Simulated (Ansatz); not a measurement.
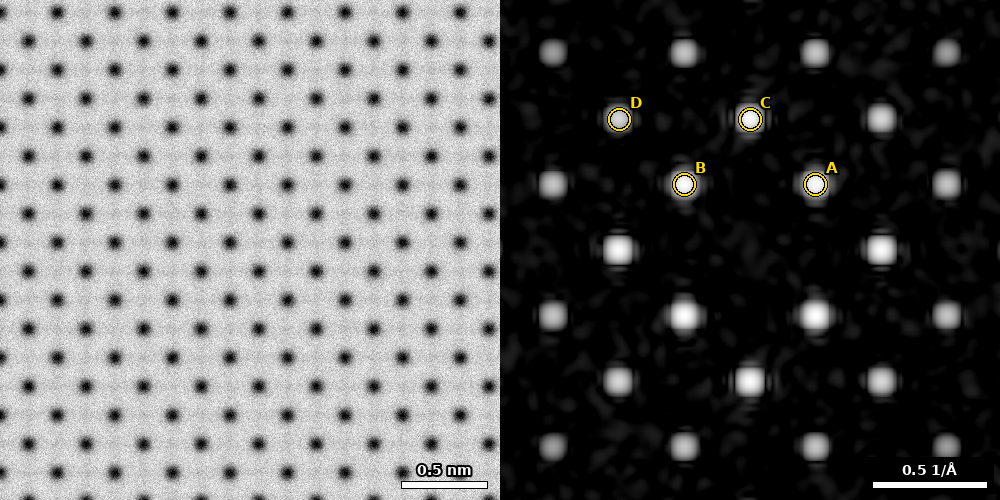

HRTEM-like image of a crystal. Simulated in the weak-phase-object approximation with neutral-atom potentials: 300 kV, Cs = 20 µm, defocus −75 Å (negative is underfocus), defocus spread 12 Å, aperture 1.36 1/Å. Shot noise was added.

The right panel is the modulus of the image's Fourier transform on a logarithmic scale.

> Which lattice spacings do the marked spots stand for, and what angle do A and B enclose?

A: 2.4 Å, B: 2.4 Å, C: 1.7 Å, D: 1.2 Å; A and B enclose about 90°.

The crystal is P (I4_1/amd, No. 141) along [001]; the spots are (020), (-2 0 0), (-2 2 0) and (-4 0 0). Atomic positions: the end point of a relaxation with Ansatz 0.2.0, DFT PBE, scalar-relativistic, plane waves, PAW; the starting structure was generated, so it need not be a known form of this composition.
